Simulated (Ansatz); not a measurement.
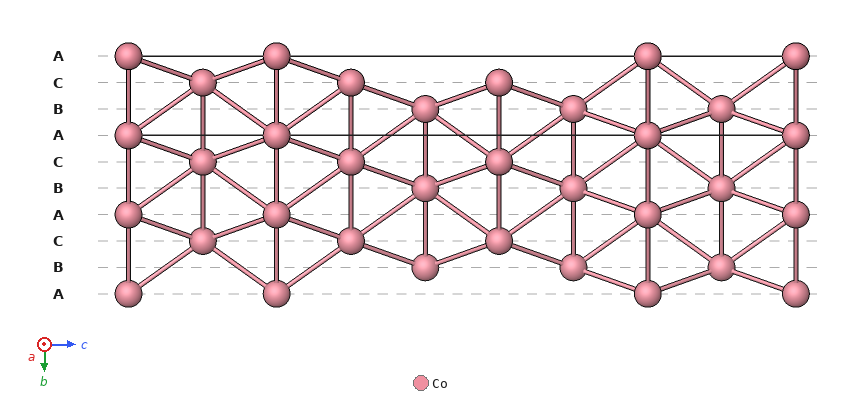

Projection along an edge of the hexagonal mesh, stacking direction c to the right. The dashed lines mark the three columns A (0, 0), B (1/3, 2/3) and C (2/3, 1/3). The sequence starts with the first layer at or above the cell's origin.

System Co (space group R-3m, No. 166); source of the atomic positions: coordinates from a relaxation with DFT PBEsol, scalar-relativistic, plane waves, PAW (Ansatz 0.2.0); the starting structure was generated, so it need not be a known form of this composition.

**List the layers of one repeat.**

Co(A) – Co(C) – Co(A) – Co(C) – Co(B) – Co(C) – Co(B) – Co(A) – Co(B) (nine layers in 17.91 Å).

**Taking all atoms as equal spheres, what packing is it?**

As equal spheres, ACACBCBAB: a mixed close packing, (chh) in Jagodzinski's notation.

**What short polytype symbol fits?**

Polytype symbol 9R, Ramsdell's symbol (number of layers in the repeat and lattice).

Heights of the layers:

| layer | atoms (column) | height (Å) | to next (Å) |
| --- | --- | --- | --- |
| 1 | Co(A) | 0.00 | 2.00 |
| 2 | Co(C) | 2.00 | 1.98 |
| 3 | Co(A) | 3.97 | 2.00 |
| 4 | Co(C) | 5.97 | 2.00 |
| 5 | Co(B) | 7.97 | 1.98 |
| 6 | Co(C) | 9.94 | 2.00 |
| 7 | Co(B) | 11.94 | 2.00 |
| 8 | Co(A) | 13.94 | 1.98 |
| 9 | Co(B) | 15.91 | 2.00 |
